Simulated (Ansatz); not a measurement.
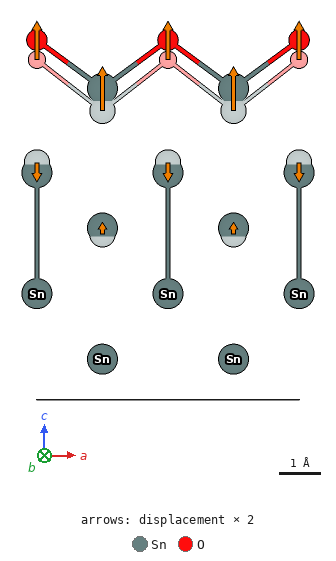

This is a constrained relaxation of a slab of composition Sn5O (cut from the I4/mmm phase). The starting structure is drawn faded, the final one solid; orange arrows show the displacements, magnified 2 times.

The picture is a ball-and-stick view of the 2 × 1 repeat of the cell, outlined in the plane, without the vacuum, seen along the b axis.

Case: O put at a bridge Sn-Sn site. The slab is the (1 0 0) face of Sn with O on it. 2 atoms are held fixed.

All numbers below come from DFT PBEsol, scalar-relativistic, plane waves, PAW in Ansatz 0.2.0. Settings: plane-wave cutoff 420 eV; k-point mesh 9 × 6 × 1; occupations gaussian; smearing width 0.1 eV; no spin polarisation; dipole correction; atoms relaxed in a fixed cell; force threshold 0.03 eV/Å; at most 70 steps.

> Describe the change and its energy.

The energy falls by 0.209 eV per cell of the calculation in 4 accepted moves (5 points after the start). The largest force component goes from 1.3 to 0.02 eV/Å. 1 step only repeated the SCF at the same geometry. The atom that moves furthest is a Sn atom (0.56 Å along the normal (+c)). Largest moves by element: Sn 0.56 Å, O 0.49 Å. The cell doesn't change. Among the contacts that change: Sn–Sn 3.236 → 2.985 Å, O–Sn 2.050 → 2.008 Å. Among the angles between lasting bonds that change: Sn–O–Sn 104.2° → 107.3°, O–Sn–O 104.2° → 107.3°. The run took 2.2 min on 2 threads of Arm Neoverse V2, with other jobs on the host, peak memory 0.73 GiB.

Limits of the set-up: the periodic images lie only 3.2 Å apart, so the values are limited by the cell's size.
